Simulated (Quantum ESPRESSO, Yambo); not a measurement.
# A GW chain in Yambo: P (puckered monolayer), part 2 of 2

How does a plane-wave GW calculation on P (puckered monolayer) run from the first input to the gap?

Quantum ESPRESSO 7.5 and Yambo 5.3.0; PBE and many-body steps on it, plane waves. Known limits of the many-body steps: not at the basis limit.

So far. Step 2 (Ground state): The gap is direct, at Γ. Step 3 (Empty states on the mesh, 6×6×1 mesh, 70 bands): On this mesh the gap is 0.908 eV.

### Step 5. Screening and self-energy, 6×6×1 mesh, 70 bands, screening to 88.4 eV

G0W0 replaces the xc potential by the self-energy, built once from these orbitals. Only a window of levels is corrected, while the sums run over the empty bands that the input names.

This step: G0W0 on PBE, plane waves, norm-conserving pseudopotentials.

gw1.in

```
HF_and_locXC
gw0
dyson
ppa
em1d
rim_cut
rim_w
RandQpts= 3000000
RandGvec= 100 RL
CUTGeo= "slab z"
RandGvecW= 9 RL
EXXRLvcs= 36 Ry
VXCRLvcs= 144 Ry
Chimod= "HARTREE"
% BndsRnXp
 1 | 70 |
%
NGsBlkXp= 6.5 Ry
% LongDrXp
 1 | 1 | 0 |
%
% GbndRnge
 1 | 70 |
%
DysSolver= "n"
ExtendOut
PPAPntXp= 27.21138 eV
% QPkrange
 1 | 1 | 9 | 12 |
%
```

Launch:

```sh
$ OMP_NUM_THREADS=2 mpirun -n 4 yambo -F gw1.in -J gw1 -C gw1 > gw1.log
```

The program printed:

```text
 Yambo, version 5.3.0

 [02] CORE Variables Setup
 =========================

  [... cell, symmetries and grids as in the set-up ...]

  [02.05] Energies & Occupations
  ==============================

  [X] === General ===
  [X] Electronic Temperature                        :  0.000000  0.000000 [eV K]
  [X] Bosonic    Temperature                        :  0.000000  0.000000 [eV K]
  [X] Finite Temperature mode                       : no
  [X] El. density                                   :  0.93433E+23 [cm-3]
  [X] Fermi Level                                   : -0.738122 [eV]

  [X] === Gaps and Widths ===
  [X] Conduction Band Min                           :  0.907577 [eV]
  [X] Valence Band Max                              :  0.000000 [eV]
  [X] Filled Bands                                  :  10
  [X] Empty Bands                                   :   11   70
  [X] Direct Gap                                    :  0.907577 [eV]
  [X] Direct Gap localized at k                     :  1
  [X] Indirect Gap                                  :  0.907577 [eV]
  [X] Indirect Gap between kpts                     :  1  1
  [X] Last valence band width                       :  1.926594 [eV]
  [X] 1st conduction band width                     :  1.893679 [eV]

 [03] Transferred momenta grid and indexing
 ==========================================

 IBZ Q-points                                      :  16
 BZ  Q-points                                      :   36

 K/Q-points units:
 rlu = crystal or reduced units; cc = cartesian coordinates; iku = interal k-units

 Q [ 1]         [rlu]:  0.000000  0.000000  0.000000
 Q [ 2]         [rlu]:  0.000000  0.166667  0.000000
 Q [ 3]         [rlu]:  0.000000  0.333333  0.000000
 Q [ 4]         [rlu]:  0.000000 -0.500000  0.000000
 Q [ 5]         [rlu]:  0.166667  0.000000  0.000000
 Q [ 6]         [rlu]:  0.166667  0.166667  0.000000
 Q [ 7]         [rlu]:  0.166667  0.333333  0.000000
 Q [ 8]         [rlu]:  0.166667 -0.500000  0.000000
 Q [ 9]         [rlu]:  0.333333  0.000000  0.000000
 Q [10]         [rlu]:  0.333333  0.166667  0.000000
     [... 4 further rows ...]
 Q [15]         [rlu]: -0.500000  0.333333  0.000000
 Q [16]         [rlu]: -0.500000 -0.500000  0.000000

 [04] Coloumb potential Random Integration (RIM)
 ===============================================

 Performing RIM of v_slab

  [04.01] RIM initialization
  ==========================

  * Diagonal components only detected *

  8 x (sBL volume)        :  0.038159 [a.u.]
  sBZ random points       :  3000000
  Points outside the sBZ  :  24001885
  RL volume               :  0.171717 [a.u.]
  Integrated volume       :  0.171704 [a.u.]

  [04.02] RIM integrals
  =====================

  Gamma point sphere radius             :  0.035758 [a.u.]
  Points outside the sphere             :  2398816
  [Int_sBZ(q=0) 1/q^2]*(Vol_sBZ)^(-1/3) =:  7.262311
                                 should be <:  7.795600

  Summary of Coulomb integrals for non-metallic bands |Q|[au] RIM/Bare

  Q [1] 0.100000E-4 0.931591 * Q [5] 0.119761 0.805154
  Q [2] 0.167704 1.026326 * Q [6] 0.206076 1.013435
  Q [9] 0.239522 0.969975 * Q [10] 0.292396 1.007201
  Q [3] 0.335408 1.035915 * Q [7] 0.356148 1.030490
  Q [13] 0.359283 0.999203 * Q [14] 0.396496 1.006916
  Q [11] 0.412152 1.020261 * Q [15] 0.491511 1.012292
  Q [4] 0.503112 1.021810 * Q [8] 0.517170 1.019954
  Q [12] 0.557219 1.015652 * Q [16] 0.618228 1.011122
  Non-periodic chartesian directions : none
  Optical renormalization            :  26.45617 [au]
  Polarizability dimension           : length

 [05] Coloumb potential CutOffslab
 =================================

 Cut directionsZ
 Slab Cutoff:Z
 Symmetry test passed : yes

 [06] Dipoles
 ============

  [06.01] Setup: observables and procedures
  =========================================

  [WARNING] [x,Vnl] slows the Dipoles computation. To neglect it rename the ns.kb_pp file

 [07] Dynamic Dielectric Matrix (PPA)
 ====================================

 [WR./gw1//ndb.pp]---------------------------------------------------------------
  Brillouin Zone Q/K grids (IBZ/BZ)                :   16   36   16   36
  RL vectors                                       :   6937 [WF]
  Coulomb cutoff potential                         : slab z
  Electronic Temperature                           :  0.000000 [K]
  Bosonic    Temperature                           :  0.000000 [K]
  PPA    diel. fun.  energies                      : Perdew, Burke & Ernzerhof(X)+Perdew, Burke & Ernzerhof(C)
  wavefunctions                                    : Perdew, Burke & Ernzerhof(X)+Perdew, Burke & Ernzerhof(C)
  Global Gauge                                     : length
  X matrix size                                    :   367
  X band range                                     :    1   70
  X e/h energy range                               : -1.000000 -1.000000 [eV]
  X Time ordering                                  : R
  X Hxc Kernel                                     : HARTREE
  X Drude frequency                                :  0.000000  0.000000
  X poles                                          :  100.0000 [o/o]
  RL vectors in the sum                            :   6937
  [r,Vnl] included                                 : yes
  Field direction                                  :  0.707107E-5  0.707107E-5   0.00000
  BZ energy Double Grid                            : no
  BZ energy DbGd points                            : 0
  BZ Q point size factor                           : -1.000000
  X Optical Averaged directions                    : none

 [08] Local Exchange-Correlation + Non-Local Fock
 ================================================

 [VXC] Plane waves :   42135
 [EXS] Plane waves :   5277

 QP @ state[ 1 ] K range:  1  1
 QP @ state[ 1 ] b range:   9  12

 [xc] Functional : Perdew, Burke & Ernzerhof(X)+Perdew, Burke & Ernzerhof(C)
 [xc] LIBXC used to calculate xc functional
  PP Number of Atomic Species                      :  1
  NLCC RL compoments                               :   42135
  PP Number of Atomic Species                      :  1
  NLCC RL compoments                               :   42135

 [xc] E_xc :  -6.688785 [Ha]
      E_xc :  -13.37757 [Ry]

  Local XC kind (lXC) : Perdew, Burke & Ernzerhof(X)+Perdew, Burke & Ernzerhof(C)
  Non-Local XC kind (nlXC) : Hartree-Fock

  Corrections @ K [1] :  [eV]
 <9|nlXC|9> = -13.06480  0.48792E-17 <9|lXC|9> = -10.56693  0.18882E-15
 <10|nlXC|10> = -13.16204  0.49498E-17 <10|lXC|10> = -11.64656  0.18882E-15
 <11|nlXC|11> = -6.494388  0.15895E-17 <11|lXC|11> = -9.948951 -0.18882E-15
 <12|nlXC|12> = -6.528417  0.66098E-18 <12|lXC|12> = -10.94122  0.94408E-16

 [09] Dyson equation: Newton solver
 ==================================

  [09.01] RIM-W interpolation
  ===========================

  [WARNING] RIM-W works only for 2D semiconductors with slab cutoff
  Found compatible q grid: 2D
  q_min[ 1 ]:  0.166667  0.000000  0.000000 [rlu]
   0.166667  0.000000  0.000000 [iku]
  q_min[ 2 ]:  0.000000  0.166667  0.000000 [rlu]
   0.000000  0.166667  0.000000 [iku]
  G-vectors :   9
  G-vectors loaded:   83
  Number of interpolated frequencies:  2

  Evaluating coefficients q = 0
  Evaluating coefficients q = 0

  [09.02] RIM-W integrals
  =======================

  8 x (sBL volume)        :  0.038159 [a.u.]
  sBZ random points       :  3000000
  Points outside the sBZ  :  24001885
  RL volume               :  0.171717 [a.u.]
  Integrated volume       :  0.171704 [a.u.]

  [09.03] RIM integrals
  =====================

  Comparison between head Wc = W - v averages: < Wc > [au] RIM-W/RIM

   < -Wc [Q = 1] > 0.333443E-1 0.467630E-4 * < -Wc [Q = 2] > 0.004971 0.004797
   < -Wc [Q = 3] > 0.940806E-3 0.921410E-3 * < -Wc [Q = 4] > 0.326249E-3 0.322298E-3
   < -Wc [Q = 5] > 0.008176 0.008210 * < -Wc [Q = 6] > 0.003066 0.002936
   < -Wc [Q = 7] > 0.795034E-3 0.778503E-3 * < -Wc [Q = 8] > 0.298899E-3 0.295381E-3
   < -Wc [Q = 9] > 0.002006 0.001993 * < -Wc [Q = 10] > 0.001272 0.001247
   < -Wc [Q = 11] > 0.525667E-3 0.515761E-3 * < -Wc [Q = 12] > 0.235667E-3 0.232971E-3
   < -Wc [Q = 13] > 0.756247E-3 0.752175E-3 * < -Wc [Q = 14] > 0.585871E-3 0.580447E-3
   < -Wc [Q = 15] > 0.324306E-3 0.319994E-3 * < -Wc [Q = 16] > 0.171036E-3 0.169054E-3

  Comparison between head Wc = W - v averages: < Wc > [au] RIM-W/RIM

   < -Wc [G = 1,G`=0] > 0.333443E-1 0.467630E-4 * < -Wc [G = 2,G`=0] >-0.001132 0.000000
   < -Wc [G = 3,G`=0] >-0.001132 0.000000 * < -Wc [G = 4,G`=0] > 0.152253E-5  0.00000
   < -Wc [G = 5,G`=0] > 0.152253E-5  0.00000 * < -Wc [G = 6,G`=0] > 0.853412E-4  0.00000
   < -Wc [G = 7,G`=0] > 0.853412E-4  0.00000 * < -Wc [G = 8,G`=0] >-0.21279E-09  0.0000
   < -Wc [G = 9,G`=0] >-0.21386E-09  0.0000

 [10] G0W0 (W PPA)
 =================

 [  GW  ] Bands range     :    1   70
 [GW/PPA] G damping       :  0.100000 [eV]

 QP @ state[ 1 ] K range:  1  1
 QP @ state[ 1 ] b range:   9  12

  Sc/G bands                                       :    1   70
  Sc/G damping                                     :  0.100000 ev
  Sc bands terminator                              : no
  Sx RL components                                 :   5277

  QP @ state[ 1 ] K range                          :  1  1
  QP @ state[ 1 ] b range                          :   9  12
  GF energies kind                                 : Perdew, Burke & Ernzerhof(X)+Perdew, Burke & Ernzerhof(C)
  GF WF`s kind                                     : Perdew, Burke & Ernzerhof(X)+Perdew, Burke & Ernzerhof(C)
  Xs energies kind                                 : Perdew, Burke & Ernzerhof(X)+Perdew, Burke & Ernzerhof(C)
  Xs WF`s kind                                     : Perdew, Burke & Ernzerhof(X)+Perdew, Burke & Ernzerhof(C)

 [14] Game Over & Game summary
```

Elapsed: 2.1 min, on 4 MPI ranks of Arm Neoverse V2, shared host; peak memory 2.1 GiB.

Numbers from this step:

| Item | Value |
| --- | --- |
| G0W0 gap on the points computed | 1.950 eV |
| starting gap on the mesh | 0.9076 eV |
| k of the valence top | 0, 0, 0 |
| k of the conduction bottom | 0, 0, 0 |
| least direct G0W0 gap on the computed points | 1.950 eV |
| Z at the valence top | 0.7352 |
| Z at the conduction bottom | 0.7453 |

The gap on the mesh goes from 0.91 eV to 1.95 eV, a correction of +1.04 eV.

Limits: finite bands, cutoff and mesh. v1 is the top filled band, c1 the lowest empty one. Levels before and after the correction, in eV, zero at the valence-band top of each column:

```tsv
	conduction bottom	valence top
Kohn-Sham	0.91	0.00
G0W0	1.95	0.00
```

```tsv
	level	energy (eV)
Kohn-Sham	Γ v2	-1.638
Kohn-Sham	Γ v1	0.000
Kohn-Sham	Γ c1	0.908
Kohn-Sham	Γ c2	1.643
G0W0	Γ v2	-1.889
G0W0	Γ v1	0.000
G0W0	Γ c1	1.950
G0W0	Γ c2	2.937
```

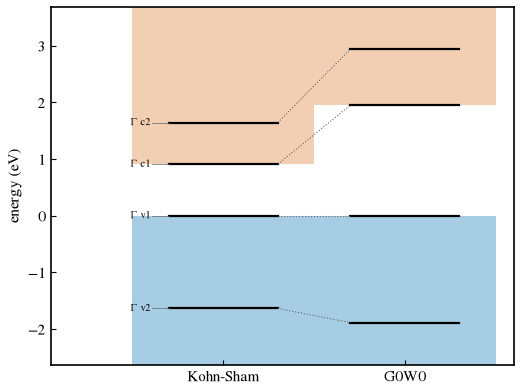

Levels before and after the correction. Shaded: valence and conduction bands.

### Step 6. Where the time went

Times are wall times on the hardware named with each run. The host was busy with other work, so they are no guide to cost.

```tsv
step	time	share	memory (GiB)
ground state	12 s	8 %	0.6
empty states on the mesh	14 s	9 %	0.5
conversion and set-up	2.2 s	1 %	0.24
screening and self-energy	2.1 min	82 %	2.1
```

### Step 7. What came out

```json
{
 "PBE gap": "0.91 eV, direct",
 "G0W0 gap on the mesh": "1.95 eV",
 "GW settings": "6×6×1 mesh, 70 bands, screening to 88.4 eV, Godby-Needs plasmon pole",
 "known limits": "not at the basis limit"
}
```

What this shows: G0W0 moves the gap on the mesh from 0.91 eV to 1.95 eV (+1.04 eV), with Z of 0.74 and 0.75 at the edges. Only 1 of the mesh's irreducible points was corrected, so a valley elsewhere could overtake. The dearest step here is «screening and self-energy». Against experiment, by G0W0@PBE: the direct gap of 1.95 eV lies +0.25 eV from the measured 1.7 eV (exciton, 77 K, 2020); the gap of 1.95 eV lies +0.95 eV from the measured 1 eV (transport, quoted 2015); the gap of 1.95 eV lies −0.25 eV from the measured 2.2 eV (electronic, quoted 2018); the direct gap of 1.95 eV lies +0.28 eV from the measured 1.67 eV (exciton, 300 K, 2016); the direct gap of 1.95 eV lies −0.15 eV from the measured 2.102 ± 0.015 eV (exciton, on Si, 2016). An exciton line or allowed optical edge lies below the quasiparticle gap by the binding energy; a forbidden edge can push the onset above it. The computed sheet is free-standing; a substrate or cover screens it further and lowers both gap and binding, while the exciton line moves little. The calculation has static nuclei and no excitons; a measured gap holds zero-point and thermal motion, which mostly lowers it. Bands and cutoff are finite, so the gap is not at the basis limit. The miss can reach some tenths of an eV and take either sign; the mesh is an error of its own. In the G0W0 run levels were corrected at 1 k point alone, so a gap called «on the mesh» is the least over those, and an edge elsewhere would be missed.

[Paths, hosts, dates, memory and timing lines, banners, echoed tables and standing remarks are left out of the program output.]

[Logs are printed without paths, hosts, clocks, repeated set-up lines and the standing remarks that a program may print on its own settings, such as how far it seeks lower states.]

[Runs of the session that timed out or met a known fault of the program may be left out.]

[Hosts, paths, dates, database ids (printed as entryN), source tags and the programs' standing remarks are cut or masked in the printed files.]
